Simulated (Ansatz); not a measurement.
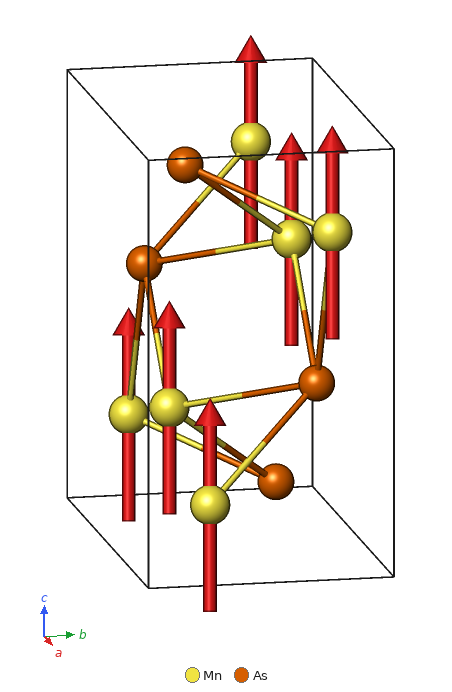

The crystal in a ball-and-stick representation, seen slightly off an axis. The frame is the simulation cell; atoms at its boundary are shown with their periodic copies. Arrows are the site magnetic moments above 0.25 μB (those induced on non-metal atoms are left out); longer means larger, and red and blue are up and down (without spin-orbit coupling the axis itself is arbitrary).

This is the state reached for MnAs. Setup: Ansatz 0.2.0, DFT PBE, scalar-relativistic, plane waves, PAW; a cutoff energy of 420 eV, Brillouin-zone sampling on an 8×12×6 mesh, Gaussian smearing of 0.1 eV, collinear spins.

**What do the arrows say about the order?**

Ferromagnetic (within this cell). Site moments: 4 Mn +1.9 μB. The net spin moment of the whole cell is 7.2 μB, including what lies between the atoms and on sites without an arrow.

The structure comes from a structure listed in the Materials Project. It was relaxed with Ansatz 0.2.0, DFT PBE, scalar-relativistic, plane waves, PAW.
